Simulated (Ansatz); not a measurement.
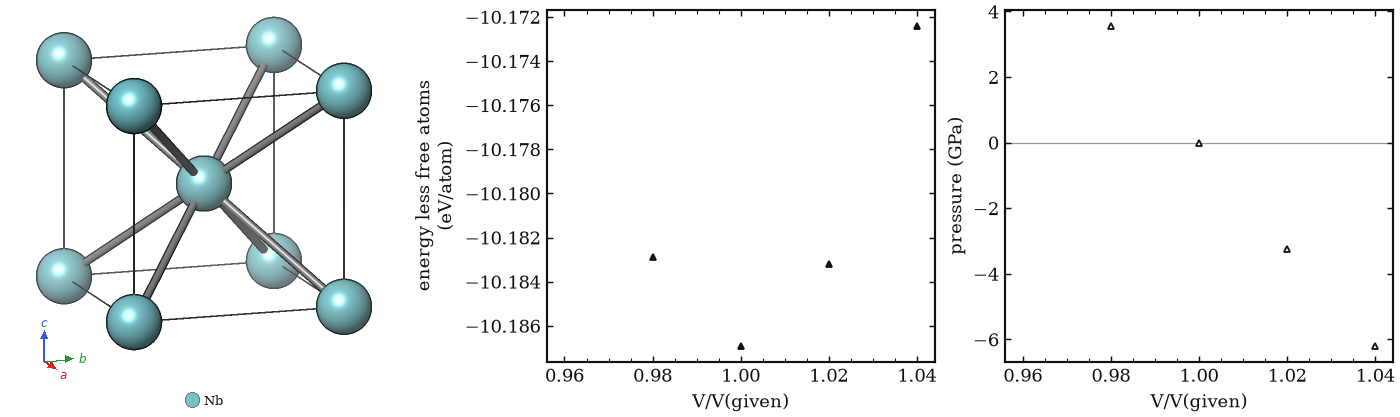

Plotted: energy less free atoms and pressure against V/V(given) for Nb, space group Im-3m (No. 229). The conventional cell is drawn beside the plot.

Starting cell:
```
Nb
1.0
    -1.65491    1.65491    1.65491
     1.65491   -1.65491    1.65491
     1.65491    1.65491   -1.65491
Nb
1
Direct
  0.00000 0.00000 0.00000
```

Computed with Ansatz 0.2.0: periodic Kohn-Sham DFT of a crystal at fixed atoms, scaled to the stated factor times the given cell; pressure positive in compression, energy less spherical unpolarised free atoms. Level: PBE.

method all-electron LAPW; relativity scalar; k mesh 16×16×16; occupations Fermi–Dirac; smearing width 0.08 eV; basis error target 1 (meV/atom); nucleus Gaussian.

V(given) is 18.13 Å³/atom.

The point at V/V(given) 0.96 is left out of the plot. What does the calculation give there?

```csv
V/V(given),energy less free atoms (eV/atom),pressure (GPa)
0.96,-10.1705,7.5
```
